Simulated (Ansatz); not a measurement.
# Li₃₂S₁₇ (cell with a defect): what the fields show

Input file:

```
crystal:
  lattice:
    - [5.6548817363, 5.6548817363, 5.6548817363]
    - [-5.6548817363, 5.6548817363, -5.6548817363]
    - [-5.6548817363, -5.6548817363, 5.6548817363]
  atoms:
    - { symbol: Li, position: [0.75, 0.0, 0.0] }
    - { symbol: Li, position: [0.75, 0.75, 0.25] }
    - { symbol: Li, position: [0.0, 0.75, 0.0] }
    - { symbol: Li, position: [0.75, 0.5, 0.5] }
    - { symbol: Li, position: [0.0, 0.5, 0.25] }
    - { symbol: Li, position: [0.25, 0.5, 0.0] }
    - { symbol: Li, position: [0.75, 0.25, 0.75] }
    - { symbol: Li, position: [0.0, 0.25, 0.5] }
    - { symbol: Li, position: [0.25, 0.25, 0.25] }
    - { symbol: Li, position: [0.5, 0.25, 0.0] }
    - { symbol: Li, position: [0.0, 0.0, 0.75] }
    - { symbol: Li, position: [0.25, 0.0, 0.5] }
    - { symbol: Li, position: [0.5, 0.0, 0.25] }
    - { symbol: Li, position: [0.25, 0.75, 0.75] }
    - { symbol: Li, position: [0.5, 0.75, 0.5] }
    - { symbol: Li, position: [0.5, 0.5, 0.75] }
    - { symbol: Li, position: [0.25, 0.0, 0.0] }
    - { symbol: Li, position: [0.25, 0.75, 0.25] }
    - { symbol: Li, position: [0.5, 0.75, 0.0] }
    - { symbol: Li, position: [0.25, 0.5, 0.5] }
    - { symbol: Li, position: [0.5, 0.5, 0.25] }
    - { symbol: Li, position: [0.75, 0.5, 0.0] }
    - { symbol: Li, position: [0.25, 0.25, 0.75] }
    - { symbol: Li, position: [0.5, 0.25, 0.5] }
    - { symbol: Li, position: [0.75, 0.25, 0.25] }
    - { symbol: Li, position: [0.0, 0.25, 0.0] }
    - { symbol: Li, position: [0.5, 0.0, 0.75] }
    - { symbol: Li, position: [0.75, 0.0, 0.5] }
    - { symbol: Li, position: [0.0, 0.0, 0.25] }
    - { symbol: Li, position: [0.75, 0.75, 0.75] }
    - { symbol: Li, position: [0.0, 0.75, 0.5] }
    - { symbol: Li, position: [0.0, 0.5, 0.75] }
    - { symbol: S, position: [0.5, 0.25, 0.25] }
    - { symbol: S, position: [0.5, 0.0, 0.5] }
    - { symbol: S, position: [0.75, 0.0, 0.25] }
    - { symbol: S, position: [0.5, 0.75, 0.75] }
    - { symbol: S, position: [0.75, 0.75, 0.5] }
    - { symbol: S, position: [0.0, 0.75, 0.25] }
    - { symbol: S, position: [0.5, 0.5, 0.0] }
    - { symbol: S, position: [0.75, 0.5, 0.75] }
    - { symbol: S, position: [0.0, 0.5, 0.5] }
    - { symbol: S, position: [0.25, 0.5, 0.25] }
    - { symbol: S, position: [0.75, 0.25, 0.0] }
    - { symbol: S, position: [0.0, 0.25, 0.75] }
    - { symbol: S, position: [0.25, 0.25, 0.5] }
    - { symbol: S, position: [0.0, 0.0, 0.0] }
    - { symbol: S, position: [0.25, 0.0, 0.75] }
    - { symbol: S, position: [0.25, 0.75, 0.0] }
    - { symbol: S, position: [0.5, 0.0, 0.0] }
  host:
    lattice:
      - [0.0, 2.8274408681, 2.8274408681]
      - [2.8274408681, 0.0, 2.8274408681]
      - [2.8274408681, 2.8274408681, 0.0]
    atoms:
      - { symbol: Li, position: [0.75, 0.75, 0.75] }
      - { symbol: Li, position: [0.25, 0.25, 0.25] }
      - { symbol: S, position: [0.0, 0.0, 0.0] }
basis:
  ecutwfc: 420
  xc_grid: 2
kpoints:
  mp_grid: { grid: [2, 2, 2], shift: [0.5, 0.5, 0.5] }
hamiltonian:
  xc: pbesol
scf:
  occupations: { method: gaussian, width: 0.01 }
output:
  forces: true
  stress: false
  eigenvalues: true
  charged_corrections:
    defect_position: [0.5, 0.0, 0.0]
    epsilon: [[7.4561, 0.0, 0.0], [0.0, 7.4561, 0.0], [0.0, 0.0, 7.4561]]
  write_density: true
  write_potential: true
  elf: true
  volumetric_format: npy
relax:
  adjacent_minimum: "off"
  f_tol: 0.025
  max_steps: 45
```

Run with:

```sh
ansatz run input.yaml --threads 4 --pin off --max-ram 6144MiB --backend cpu --events-out ev --progress --plain --runs-dir out
```

The fields are those of the relaxed geometry.

Computed with DFT PBEsol, scalar-relativistic, plane waves, PAW (Ansatz).

The density is the valence pseudo-density of a PAW calculation; it isn't the true density close to the nuclei.

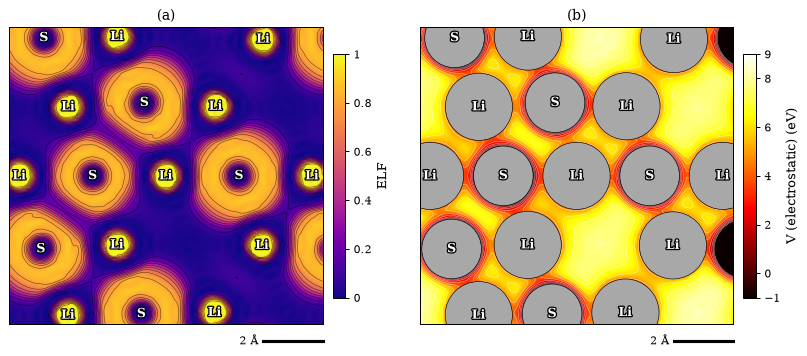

Figure 1. (a) electron localisation function; (b) electrostatic potential (local pseudopotential plus Hartree) felt by an electron on the (001) plane of the calculation cell. Grey discs cover the atomic cores in the potential map.

Read the bonding off the picture.

Answer. The plane passes through Li and S nuclei. Li–S (2.39 Å): the ELF peaks at about 0.85 in the valence shell of S, 0.8 Å from its nucleus, and is about 0.80 at the midpoint. Li–S (2.45 Å): the ELF peaks at about 0.90 in the valence shell of S, 0.8 Å from its nucleus, and is about 0.85 at the midpoint. Li–S (2.55 Å): the ELF peaks at about 0.90 in the valence shell of S, 0.9 Å from its nucleus, and is about 0.80 at the midpoint. The features right at Li lie inside the PAW spheres, where the map follows smoothed inner orbitals and isn't to be read closely. Outside the cores the potential energy rises away from the atoms and is highest about 2.4 Å from the nearest atoms; its zero is arbitrary.

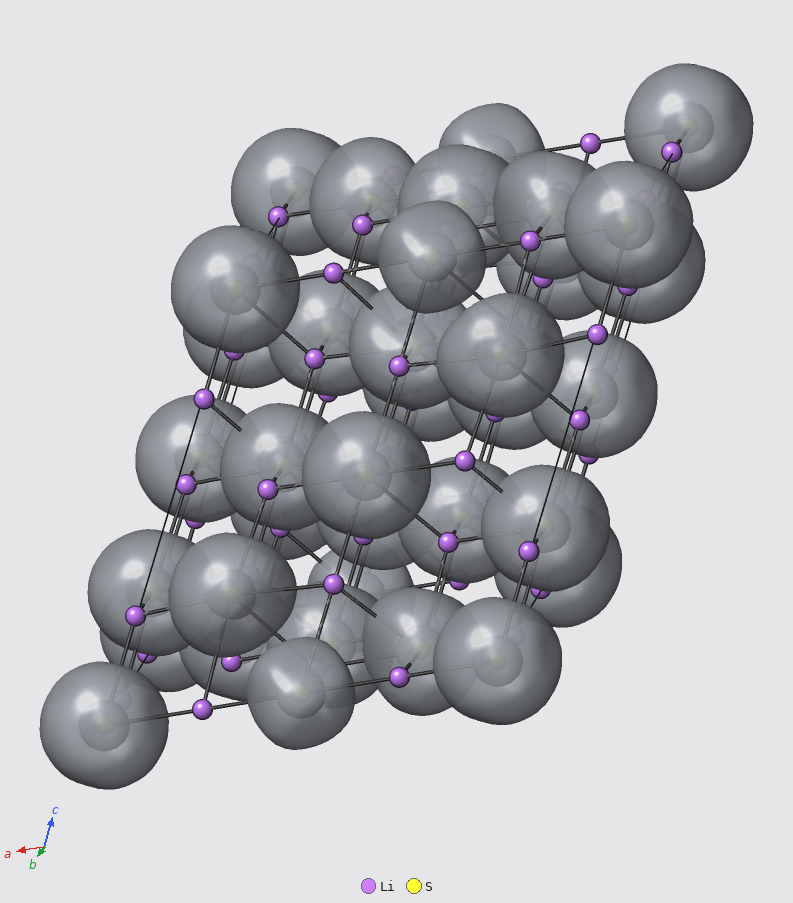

Figure 2. Isosurface of the ELF at 0.7 (grey), seen at an oblique angle. Only the valence region is drawn (cores and ρ < 0.01 e/Å³ removed). Sticks mark near contacts.

What do the ELF domains correspond to?

Answer. At this value the surface marks out 17 regions wrapped around S (the valence shell of each), counted in one cell of 49 atoms. Regions shared between cells count once.

Does the calculation give a band gap?

Answer. It is gapless in this calculation (a metal or semimetal).
